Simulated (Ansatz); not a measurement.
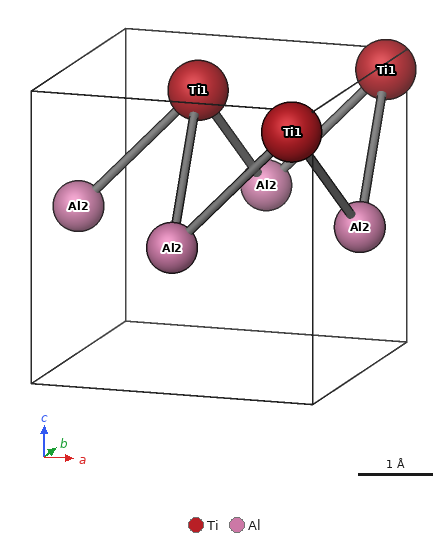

**Figure 1.** The input geometry (ball-and-stick view of the cell 2 times as large as that of the calculation, set on its symmetry axes, seen slightly off an axis; atoms are numbered from 1 in the order of the input). An atom can appear more than once, as a periodic image.

**Single-point calculation of TiAl**

The run: single-point calculation of TiAl (2 atoms in the cell). Method and program: DFT PBE, scalar-relativistic, plane waves, PAW, no spin polarisation (Ansatz 0.2.0).

The structure derives from an entry of the Crystallography Open Database. It belongs to a series of runs on one base structure; here: atom 1 (Ti) moved by (-0.300, -0.300) A along [1 1 0] and z. Figures and captions count atoms from 1; the log counts them from 0 in places.

**The program's output**
```
Engine: ansatz 0.2.0, x86_64-unknown-linux-gnu
Pseudopotentials: kind: paw
Pseudopotential: Ti, paw, valence charge 12, recommended cutoff 420 eV (normal), Ti.paw.azcp
Pseudopotential: Al, paw, valence charge 3, recommended cutoff 420 eV (normal), Al.paw.azcp
Functional definition: PBE
  parameter kappa = 0.804
  parameter beta = 0.06672455060314922
  exchange = pbe_x(kappa = kappa, mu = beta*pi^2/3)
  correlation = pbe_c(beta = beta)
Crystal: 2 atoms, lattice volume = 32.677 Å³
Basis set: ecut = 420 eV, 657 PW (Γ), exchange–correlation on 40×40×60 points (8 copies of the dense FFT grid, shifted against one another)
Bands: 12, of which v1, the nominal top of the filled ones, is band 8 counted from 1 (7 counted from 0)
Symmetry: 2 space group operations
Space group: Cm (ITA 8), of the structure as read, at distance tolerance 3.2e-5 Å
k-points: 826 of 3072 (time reversal used)
Non-local potential: Ti, projectors of the file, l = 0: 3, l = 1: 2, l = 2: 3, l = 3: 1
Non-local potential: Al, projectors of the file, l = 0: 2, l = 1: 2, l = 2: 1
PAW form: soft (Blöchl's): semilocal exchange-correlation on the pseudo side does not see the compensation charge
PAW one-centre angular grid: Ti, 590 points (default); XC on 64 Gauss nodes
PAW one-centre angular grid: Al, 110 points (default); XC on 64 Gauss nodes
Initial density: superposition of atomic densities (neutral atoms: chi_scale 0, normalization atom), corrected by the library's trained network
Initial wavefunctions: pseudopotential atomic-orbital guess
Functional: x = pbe(κ = 0.804, μ = 0.2195149727645171), c = pbe(β = 0.06672455060314922)
SCF iter   1: F=—  HF=-3037.475168 eV  |F-HF|=—  |Δ(HF+E_count)|=         —  Δρ=3.24e-3  dr2=3.65e-3  ethr=1.77e-3  ⟨swp⟩=4.9  Hψ=49696  notcnv=0
preconditioner: auto → none  [metal: Δε(μ)=0.002 eV  Ē_g=5.259 eV  σ=0.150 eV  W_gap=0.01  n_scr=6 (ndim 8)  ℏωp=17.2 eV  f_vac=0.000  D(μ)=1.85/eV (n_scr^D=20)  sad-step TF]
SCF iter   2: F=—  HF=-3037.474827 eV  |F-HF|=—  |Δ(HF+E_count)|=   3.41e-4  Δρ=1.96e-3  dr2=1.63e-3  ethr=2.43e-5  ⟨swp⟩=1.0  Hψ=16521  notcnv=0
SCF iter   3: F=—  HF=-3037.474678 eV  |F-HF|=—  |Δ(HF+E_count)|=   1.49e-4  Δρ=4.23e-4  dr2=1.10e-4  ethr=1.09e-5  ⟨swp⟩=2.0  Hψ=12438  notcnv=0
SCF iter   4: F=—  HF=-3037.474643 eV  |F-HF|=—  |Δ(HF+E_count)|=   3.43e-5  Δρ=9.29e-5  dr2=4.41e-6  ethr=7.33e-7  ⟨swp⟩=2.2  Hψ=13964  notcnv=0
SCF iter   5: F=—  HF=-3037.474739 eV  |F-HF|=—  |Δ(HF+E_count)|=   9.59e-5  Δρ=2.38e-5  dr2=1.77e-7  ethr=2.94e-8  ⟨swp⟩=2.2  Hψ=12474  notcnv=0
SCF iter   6: F=-3037.474739 eV  HF=-3037.474739 eV  |F-HF|=4.64e-9  |Δ(HF+E_count)|=   2.77e-8  Δρ=5.19e-6  dr2=9.64e-9  ethr=6.67e-10  ⟨swp⟩=6.9  Hψ=45287  notcnv=0
SCF 1 converged in 6 iterations: F = -3037.474739 eV  dr2 = 9.64e-9
  greatest PAW one-centre occupation: 0.999 electrons in one spin orbital (limit 2), on the Ti atom at site 0 (counted from 0), in its partial waves of l = 0
SCF converged after 6 iterations
Free energy (F): -3037.474739 eV
Harris-Foulkes:  -3037.474739 eV  (|F-HF|=4.64e-9)
Internal energy: -3037.453949 eV  (E = F + TS)
E sigma→0 (E₀):  -3037.464344 eV
Entropy (-TS):   -0.020790 eV (-10.395 meV/atom)
Fermi energy:    10.849873 eV
--- Per-component energies (eV) ---
  E_band       = -166.154972
  E_kinetic    = 297.849505
  E_local      = -1094.524421  (includes V_loc(G=0)·N_el)
  E_nonlocal   = 19.776335
  E_hartree    = 469.274275
  E_xc         = -138.028754
  E_vxc        = -151.977364  (∫ρ·V_xc dr)
  E_paw        = -1515.942209  (= ΣΔE_a)
  E_vpaw       = -175.827142  (= ΣTr[D̂ρ^β])
  E_aug_tail   = 0.000119  (compensation charges beyond the density's cutoff)
  E_ewald      = -1075.858799
  E_smearing   = -0.020790  (= −TS)
  E_closure    = 0.000000  (closes the sum)
  Σ components = -3037.474739   (vs F -3037.474739, Δ=0.00e0)
--- Forces (eV/Å), atoms counted from 1 ---
  atom   1  Ti     1.19368054     1.19368054     2.18597698
  atom   2  Al    -1.19367929    -1.19367929    -2.18603764
  max |Σ_I F_I| component: 6.07e-5 eV/Å
--- Stress (GPa, compression-positive) ---
        4.380373       2.021031       5.532470
        2.021031       4.380373       5.532470
        5.532468       5.532468       8.693977
  P = ⅓ Tr σ = 5.8182 GPa (58.182 kbar)
--- Band table (eV; the first three rows and the last of 826) ---
  k-point 0: bands = ["-45.6799", "-22.0893", "-21.6772", "-21.6723", "1.9225", "8.8138", "9.9418", "10.8860", "12.9403", "12.9738", "14.1056", "16.8797"]
  k-point 1: bands = ["-45.6798", "-22.0905", "-21.6771", "-21.6723", "1.9861", "8.5842", "9.9518", "10.9553", "12.9089", "12.9456", "14.1063", "17.1309"]
  k-point 2: bands = ["-45.6797", "-22.0937", "-21.6770", "-21.6722", "2.1725", "8.0137", "9.9794", "11.1015", "12.8309", "12.8708", "14.1082", "17.8058"]
  k-point 825: bands = ["-45.5697", "-22.0750", "-22.0684", "-21.9908", "8.2211", "8.5581", "8.6119", "12.4541", "12.7724", "13.7503", "14.9390", "15.0339"]
```

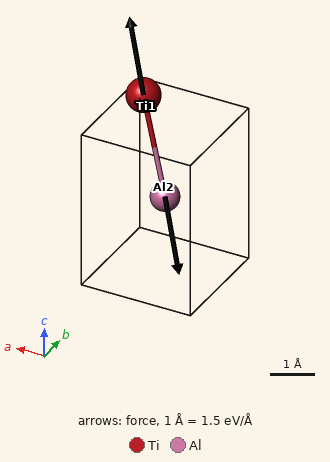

**Figure 2.** Forces on the atoms as black arrows (ball-and-stick view of the cell of the calculation, seen at an oblique angle; atoms are numbered from 1 in the order of the input). The largest act on Al2 (2.76 eV/Å); Ti1 (2.76 eV/Å). The geometry is not a stationary point of this energy.

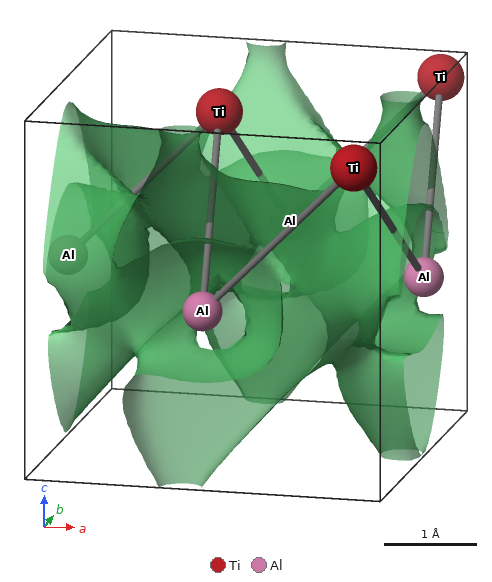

**Figure 3.** Isosurface of the ELF at 0.55 (green), seen slightly off an axis. Only the valence region is drawn (cores and ρ < 0.01 e/Å³ removed). Sticks mark near contacts. The outline is the cell set on symmetry axes. The ELF exceeds this value in one network that runs through the whole crystal, counted in one cell of 4 atoms. Profiles from the grid: Ti–Al (2.43 Å): the ELF is about 0.30 at the midpoint (no shared electron pair). Ti–Al (2.67 Å): the ELF is about 0.35 at the midpoint, which marks metallic bonding. In a PAW calculation such maps are meaningful between the atoms, not at the nuclei.

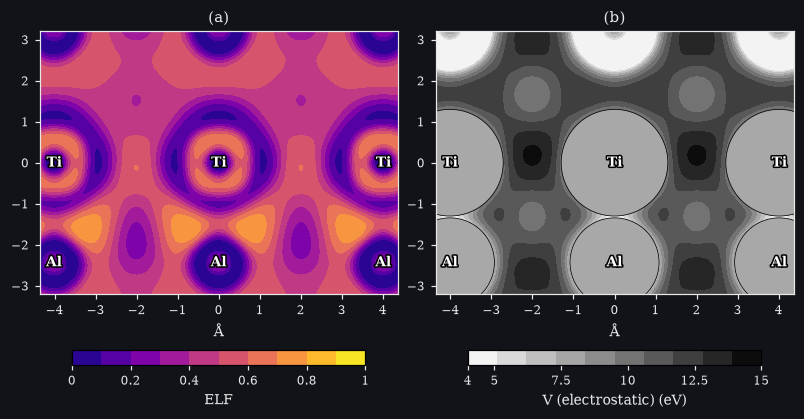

**Figure 4.** (a) electron localisation function; (b) electrostatic potential energy of an electron on the (101̄) plane of the conventional cell. Grey discs, where drawn, cover atomic cores. Atoms in the plane: Ti and Al. Ti–Al (2.43 Å): the ELF is about 0.30 at the midpoint (no shared electron pair). The strong features right at Ti lie inside the PAW spheres (semicore, d or f shells) and say nothing about bonding. Outside the cores the potential energy rises away from the atoms and is highest about 1.9 Å from the nearest atoms; outside the discs it spans about 10 eV, and its zero is arbitrary.

The run was set up as follows.

**The input**
```yaml
crystal:
  lattice:
    - [2.8373, 0.0, 0.0]
    - [0.0, 2.8373, 0.0]
    - [0.0, 0.0, 4.0591]
  atoms:
    - { symbol: Ti, position: [-0.0747654581, -0.0747654581, -0.0739080092] }
    - { symbol: Al, position: [0.5, 0.5, 0.5] }
basis:
  ecutwfc: 420
kpoints:
  mp_grid: { grid: [16, 16, 12] }
hamiltonian:
  xc: pbe
scf:
  occupations: { method: gaussian, width: 0.15 }
output:
  forces: true
  stress: true
  eigenvalues: true
  write_density: true
  write_potential: true
  elf: true
  volumetric_format: npy
```

Command:
```bash
ansatz run input.yaml --threads 1 --pin off --max-ram 2560MiB --backend cpu --events-out ev --progress --plain --runs-dir out
```

**Results in brief**

- outcome: converged
- space group (tolerance 0.01 Å): Cm (8)
- electrons treated: 15
- free energy: −3037.4747 eV
- Fermi energy: 10.850 eV
- gap on the k-point mesh: none (metallic)
- pressure: 5.82 GPa
- largest force (length of the vector): 2.762 eV/Å
- hardware: 1 thread of Intel Xeon (Granite Rapids), 192 GiB of memory available, shared host
- wall time: 16 s
- peak memory: 0.69 GiB
